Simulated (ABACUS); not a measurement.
**Geometry relaxation of SiC (part 2 of 2)**

Continued. System: SiC (2 atoms in the cell). Method: Kohn-Sham DFT of a periodic cell, BLYP, SPMS ONCV 1.0 PBE, no spin polarisation (ABACUS 3.10.1); cutoff 1360.57 eV, 9×9×9 k-mesh, fermi-dirac of 0.05 eV. The structure derives from an entry of the Crystallography Open Database.

Geometry of the input (Å; fractional positions):
```
0.0000  2.1790  2.1790
2.1790  0.0000  2.1790
2.1790  2.1790  0.0000
Si 0.0000  0.0000  0.0000
C  0.2500  0.2500  0.2500
```

**Log, continued**
```
 PARALLEL PW FOR WAVE FUNCTIONS
     PROC   COLUMNS(POT)             PW
        1             75            869
        2             75            869
        3             75            869
        4             76            872
 --------------- sum -------------------
        4            301           3479

 SET NONLOCAL PSEUDOPOTENTIAL PROJECTORS
 SET NONLOCAL PSEUDOPOTENTIAL PROJECTORS
 max number of nonlocal projetors among all species is 6

 -------------------------------------------
 SELF-CONSISTENT
 -------------------------------------------

 SETUP SEARCHING RADIUS FOR PROGRAM TO SEARCH ADJACENT ATOMS
                  longest orb rcut (Bohr) = 7
   longest nonlocal projector rcut (Bohr) = 1.94
                     search radius (Bohr) = 17.9
              searching radius is (Bohr)) = 17.9
         searching radius unit is (Bohr)) = 1.89
                         PeriodicBoundary = 1
                        Radius(unit:lat0) = 9.46
                                   glayer = [ 5, 5, 5 ]
                             glayer_minus = [ 4, 4, 4 ]

Find the coordinate range of the input atom(unit:lat0).
                                  min_tau = [ -17.8, -17.8, -17.8 ]
                                  max_tau = [ 18.9, 18.9, 18.9 ]
                                BoxNumber = [ 9, 9, 9 ]

 SETUP EXTENDED REAL SPACE GRID FOR GRID INTEGRATION
                          real space grid = [ 40, 40, 40 ]
                 big cell numbers in grid = [ 8, 8, 8 ]
             meshcell numbers in big cell = [ 5, 5, 5 ]
                        extended fft grid = [ 12, 12, 12 ]
                dimension of extened grid = [ 33, 33, 33 ]
                            UnitCellTotal = 125
              Atom number in sub-FFT-grid = 2
    Local orbitals number in sub-FFT-grid = 26
                                ParaV.nnr = 13729
                                 init_chg = atomic

 LCAO ALGORITHM --------------- ION=   1  ELEC=   1--------------------------------

 Density error is 0.281206890039
----------------------------------------------------------
     Energy           Rydberg                 eV
----------------------------------------------------------
 E_KohnSham     -20.1742979560       -274.4854053515
 E_Harris       -19.0878271510       -259.7032116926
 E_Fermi        0.6569101836         8.9377215707
----------------------------------------------------------

 LCAO ALGORITHM --------------- ION=   1  ELEC=   2--------------------------------

 Density error is 0.127885546176
----------------------------------------------------------
     Energy           Rydberg                 eV
----------------------------------------------------------
 E_KohnSham     -20.3144650772       -276.3924768720
 E_Harris       -20.9823477342       -285.4794866031
 E_Fermi        0.7687234899         10.4590196495
----------------------------------------------------------

 LCAO ALGORITHM --------------- ION=   1  ELEC=   3--------------------------------

 Density error is 0.0286491349351
----------------------------------------------------------
     Energy           Rydberg                 eV
----------------------------------------------------------
 E_KohnSham     -20.3349442059       -276.6711097121
 E_Harris       -20.3378745171       -276.7109786413
 E_Fermi        0.7390099844         10.0547466670
----------------------------------------------------------

 LCAO ALGORITHM --------------- ION=   1  ELEC=   4--------------------------------

 Density error is 0.00174117201949
----------------------------------------------------------
     Energy           Rydberg                 eV
----------------------------------------------------------
 E_KohnSham     -20.3350416042       -276.6724348848
 E_Harris       -20.3299232679       -276.6027963463
 E_Fermi        0.7426288273         10.1039835510
----------------------------------------------------------

 LCAO ALGORITHM --------------- ION=   1  ELEC=   5--------------------------------

 Density error is 0.000303818876985
----------------------------------------------------------
     Energy           Rydberg                 eV
----------------------------------------------------------
 E_KohnSham     -20.3350445205       -276.6724745629
 E_Harris       -20.3353052822       -276.6760224079
 E_Fermi        0.7427096915         10.1050837643
----------------------------------------------------------

 LCAO ALGORITHM --------------- ION=   1  ELEC=   6--------------------------------

 Density error is 1.48069481249e-05
----------------------------------------------------------
     Energy           Rydberg                 eV
----------------------------------------------------------
 E_KohnSham     -20.3350445340       -276.6724747466
 E_Harris       -20.3350306105       -276.6722853071
 E_Fermi        0.7427219233         10.1052501858
----------------------------------------------------------

 LCAO ALGORITHM --------------- ION=   1  ELEC=   7--------------------------------

 Density error is 1.23551661838e-06
----------------------------------------------------------
     Energy           Rydberg                 eV
----------------------------------------------------------
 E_KohnSham     -20.3350445341       -276.6724747469
 E_Harris       -20.3350445557       -276.6724750408
 E_Fermi        0.7427229004         10.1052634807
----------------------------------------------------------

 LCAO ALGORITHM --------------- ION=   1  ELEC=   8--------------------------------

 Density error is 2.21349137079e-07
----------------------------------------------------------
     Energy           Rydberg                 eV
----------------------------------------------------------
 E_KohnSham     -20.3350445341       -276.6724747469
 E_Harris       -20.3350453069       -276.6724852626
 E_Fermi        0.7427229168         10.1052637043
----------------------------------------------------------

 LCAO ALGORITHM --------------- ION=   1  ELEC=   9--------------------------------

 Density error is 1.89287340182e-08
----------------------------------------------------------
     Energy           Rydberg                 eV
----------------------------------------------------------
 E_KohnSham     -20.3350445341       -276.6724747469
 E_KS(sigma->0) -20.3350445340       -276.6724747468
 E_Harris       -20.3350444544       -276.6724736632
 E_band         2.0458881197         27.8357358988
 E_one_elec     4.9908887845         67.9045255538
 E_Hartree      2.4378107633         33.1681170270
 E_xc           -7.2982381558        -99.2976242796
 E_Ewald        -20.4655059261       -278.4474930478
 E_entropy(-TS) -0.0000000000        -0.0000000003
 E_descf        0.0000000000         0.0000000000
 E_exx          0.0000000000         0.0000000000
 E_Fermi        0.7427228515         10.1052628148
----------------------------------------------------------

 charge density convergence is achieved
 final etot is -276.67247475 eV
 EFERMI = 10.105262815 eV

 STATE ENERGY(eV) AND OCCUPATIONS    NSPIN == 1
 1/35 kpoint (Cartesian) = 0.0000 0.0000 0.0000 (628 pws)
       1       -5.58080     0.00274348
       2        9.15361     0.00274348
       3        9.15361     0.00274348
       4        9.15361     0.00274348
       5        15.5140    2.87678e-50
       6        16.1079    1.99434e-55
       7        16.1079    1.99434e-55
       8        16.1079    1.99434e-55

 2/35 kpoint (Cartesian) = 0.024929 0.024929 0.024929 (633 pws)
       1       -5.36506      0.0219479
       2        7.97444      0.0219479
       3        9.00074      0.0219479
       4        9.00074      0.0219479
       5        15.5828    5.81063e-50
       6        16.3927    5.36073e-57
       7        16.3927    5.36073e-57
       8        16.6848    1.55833e-59

 3/35 kpoint (Cartesian) = 0.049857 0.049857 0.049857 (632 pws)
       1       -4.72328      0.0219479
       2        5.64473      0.0219479
       3        8.66324      0.0219479
       4        8.66324      0.0219479
       5        15.0297    3.70216e-45
       6        16.7832    2.17688e-60
       7        16.7832    2.17688e-60
       8        18.2499    3.96059e-73

 4/35 kpoint (Cartesian) = 0.074786 0.074786 0.074786 (626 pws)
       1       -3.70513      0.0219479
       2        3.24924      0.0219479
       3        8.33170      0.0219479
       4        8.33170      0.0219479
       5        14.5274    8.54253e-41
       6        16.6223    5.43665e-59
       7        16.6223    5.43665e-59
       8        19.4934    6.26378e-84

 5/35 kpoint (Cartesian) = 0.099714 0.099714 0.099714 (629 pws)
       1       -2.59939      0.0219479
       2        1.40468      0.0219479
       3        8.13762      0.0219479
       4        8.13762      0.0219479
       5        14.2591    1.82711e-38
       6        16.3274    1.97932e-56
       7        16.3274    1.97932e-56
       8        19.9696    4.57743e-88

 6/35 kpoint (Cartesian) = 0.0000 0.0000 0.049857 (629 pws)
       1       -5.29179      0.0164609
       2        8.25027      0.0164609
       3        8.61324      0.0164609
       4        8.61324      0.0164609
       5        15.3464    4.92283e-48
       6        16.2932    2.94357e-56
       7        16.9316    8.38141e-62
       8        16.9316    8.38141e-62

[... levels at 29 further k points ...]

 correction force for each atom along direction 1 is 0.00738881
 correction force for each atom along direction 2 is -0.00411944
 correction force for each atom along direction 3 is -0.00480552
------------------------------------------------------------------------------------------
 TOTAL-FORCE (eV/Angstrom)
------------------------------------------------------------------------------------------
                       Si1         0.0000000000         0.0000000000         0.0000000000
                        C1         0.0000000000         0.0000000000         0.0000000000
------------------------------------------------------------------------------------------

----------------------------------------------------------------
 TOTAL-STRESS (KBAR)
----------------------------------------------------------------
         0.2135242096         0.0000000000        -0.0000000000
         0.0000000000         0.2135242096        -0.0000000000
        -0.0000000000         0.0000000000         0.2135242096
----------------------------------------------------------------
 TOTAL-PRESSURE: 0.213524 KBAR

 --------------------------------------------
 !FINAL_ETOT_IS -276.6724747469403383 eV
 --------------------------------------------
```

**File opt.log**
```
      Step          Energy          fmax
BFGS:    0     -276.611839        0.914873
BFGS:    1     -276.642263        0.638400
BFGS:    2     -276.672380        0.035061
BFGS:    3     -276.672475        0.001475
```

**Standard output**
```
ABACUS v3.10.1

               Atomic-orbital Based Ab-initio Computation at UStc

 dft_functional readin is: GGA_X_B88+GGA_C_LYP
 dft_functional in pseudopot file is: PBE
 Please make sure this is what you need
 dft_functional readin is: GGA_X_B88+GGA_C_LYP
 dft_functional in pseudopot file is: PBE
 Please make sure this is what you need
 UNIFORM GRID DIM        : 40 * 40 * 40
 UNIFORM GRID DIM(BIG)   : 8 * 8 * 8
func,idGGA_X_B88 106
func,idGGA_C_LYP 131
 ---------------------------------------------------------
 Self-consistent calculations for electrons
 ---------------------------------------------------------
 SPIN    KPOINTS         PROCESSORS  THREADS     NBASE
 1       35              4           4           26
 ---------------------------------------------------------
 Use Systematically Improvable Atomic bases
 ---------------------------------------------------------
 ELEMENT ORBITALS        NBASE       NATOM       XC
 Si      2s2p1d-7au      13          1
 C       2s2p1d-6au      13          1
 ---------------------------------------------------------
 Initial plane wave basis and FFT box
 ---------------------------------------------------------
 -------------------------------------------
 SELF-CONSISTENT :
 -------------------------------------------
 START CHARGE      : atomic
 ITER       ETOT/eV          EDIFF/eV         DRHO     TIME/s
 GE1     -2.74485405e+02   0.00000000e+00   2.8121e-01   0.22
 GE2     -2.76392477e+02  -1.90707152e+00   1.2789e-01   0.21
 GE3     -2.76671110e+02  -2.78632840e-01   2.8649e-02   0.21
 GE4     -2.76672435e+02  -1.32517268e-03   1.7412e-03   0.21
 GE5     -2.76672475e+02  -3.96781477e-05   3.0382e-04   0.21
 GE6     -2.76672475e+02  -1.83705481e-07   1.4807e-05   0.21
 GE7     -2.76672475e+02  -3.14771517e-10   1.2355e-06   0.21
 GE8     -2.76672475e+02  -9.66742988e-14   2.2135e-07   0.21
 GE9     -2.76672475e+02  -1.11175444e-12   1.8929e-08   0.21
----------------------------------------------------------------
 TOTAL-STRESS (KBAR)
----------------------------------------------------------------
         0.2135242096         0.0000000000        -0.0000000000
         0.0000000000         0.2135242096        -0.0000000000
        -0.0000000000         0.0000000000         0.2135242096
----------------------------------------------------------------
 TOTAL-PRESSURE: 0.213524 KBAR
```

**Trajectory as extended XYZ (Å, eV, eV/Å), 4 frames, from step=0 to step=3**
```
2
Lattice="0.0000 2.1790 2.1790 2.1790 0.0000 2.1790 2.1790 2.1790 0.0000" Properties=species:S:1:pos:R:3:forces:R:3 step=0 energy=-276.61184 pressure_GPa=14.17
Si    0.0000    0.0000    0.0000    0.0000   0.0000   0.0000
C     1.0895    1.0895    1.0895    0.0000   0.0000   0.0000
2
Lattice="0.0000 2.1933 2.1933 2.1933 0.0000 2.1933 2.1933 2.1933 0.0000" Properties=species:S:1:pos:R:3:forces:R:3 step=1 energy=-276.64226 pressure_GPa=9.69
Si    0.0000    0.0000    0.0000    0.0000   0.0000   0.0000
C     1.0966    1.0966    1.0966    0.0000   0.0000   0.0000
2
Lattice="0.0000 2.2266 2.2266 2.2266 0.0000 2.2266 2.2266 2.2266 0.0000" Properties=species:S:1:pos:R:3:forces:R:3 step=2 energy=-276.67238 pressure_GPa=0.51
Si    0.0000    0.0000    0.0000    0.0000   0.0000   0.0000
C     1.1133    1.1133    1.1133    0.0000   0.0000   0.0000
2
Lattice="0.0000 2.2286 2.2286 2.2286 0.0000 2.2286 2.2286 2.2286 0.0000" Properties=species:S:1:pos:R:3:forces:R:3 step=3 energy=-276.67247 pressure_GPa=0.02
Si    0.0000    0.0000    0.0000    0.0000   0.0000   0.0000
C     1.1143    1.1143    1.1143    0.0000   0.0000   0.0000
```

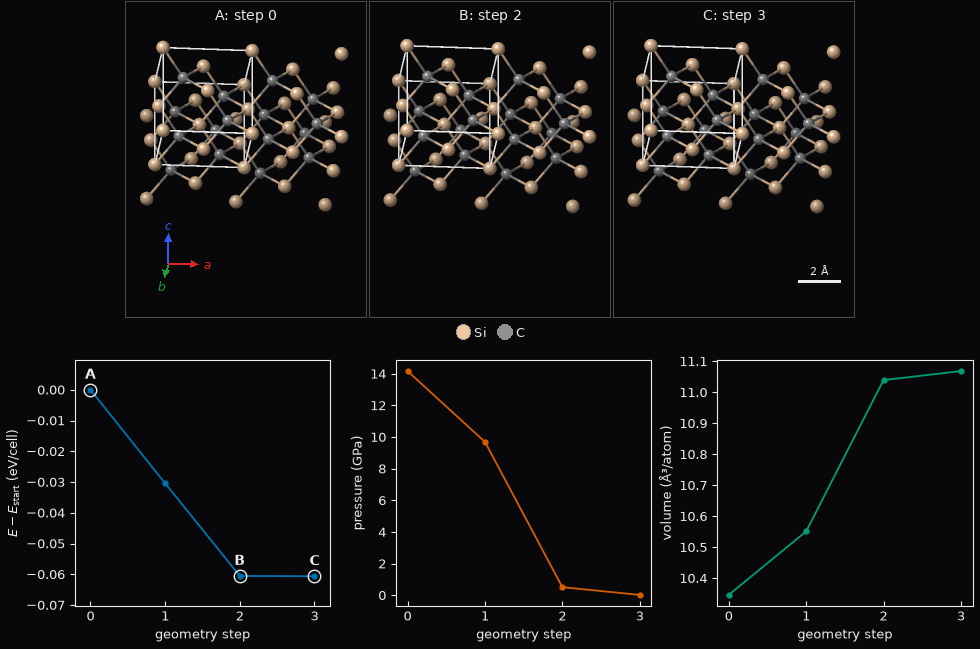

*Frames of the relaxation (ball-and-stick view of the cell 4 times as large as that of the calculation, set on its symmetry axes, repeated 2 × 2 × 1, seen at an oblique angle) above the curves, on which the letters mark them (steps are counted from 0).*

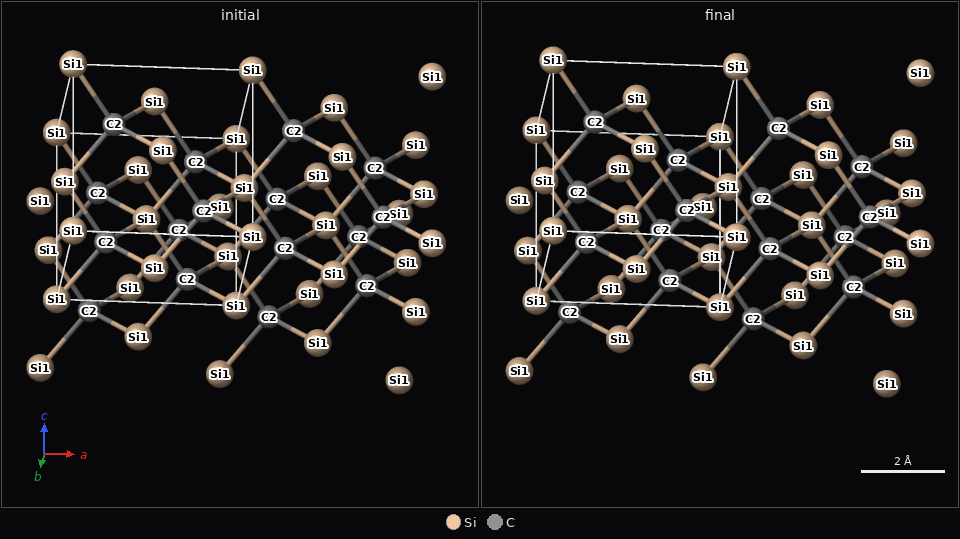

*Before (left) and after (right) the relaxation, at one scale (ball-and-stick view of the cell 4 times as large as that of the calculation, set on its symmetry axes, repeated 2 × 2 × 1, seen at an oblique angle).*

No atom moves by more than 0.005 Å relative to the cell. The volume changes by +7.0 %, with a = b = c 4.358 → 4.457 Å (+2.3 %). Distances before and after: Si1–C2 1.887 → 1.930 Å. The space group stays F-43m (No. 216). Over 3 geometry steps the energy falls by 60.6 meV per cell of the calculation. All forces vanish by symmetry, so only the cell relaxes. The pressure goes from 14.17 to 0.02 GPa. (Atoms are counted from 1 in the order of the input.)

**Results in brief**

```json
{"quantity": "outcome", "value": "converged"}
{"quantity": "space group (tolerance 0.01 Å)", "value": "F-43m (216)"}
{"quantity": "electrons treated", "value": "8"}
{"quantity": "free energy", "value": "−276.6725 eV"}
{"quantity": "Fermi energy", "value": "10.105 eV"}
{"quantity": "gap on the k-point mesh", "value": "1.87 eV"}
{"quantity": "pressure", "value": "0.02 GPa"}
{"quantity": "final volume", "value": "22.14 Å³"}
{"quantity": "largest force (length of the vector) at the end", "value": "under 0.001 eV/Å"}
{"quantity": "final cell", "value": "a = 3.152 Å, b = 3.152 Å, c = 3.152 Å, α = 60.00°, β = 60.00°, γ = 60.00°"}
{"quantity": "wall time", "value": "12 s (CPU time 43 s)"}
{"quantity": "peak memory", "value": "0.36 GiB"}
```

Points of doubt noted for this run: home made orbitals.
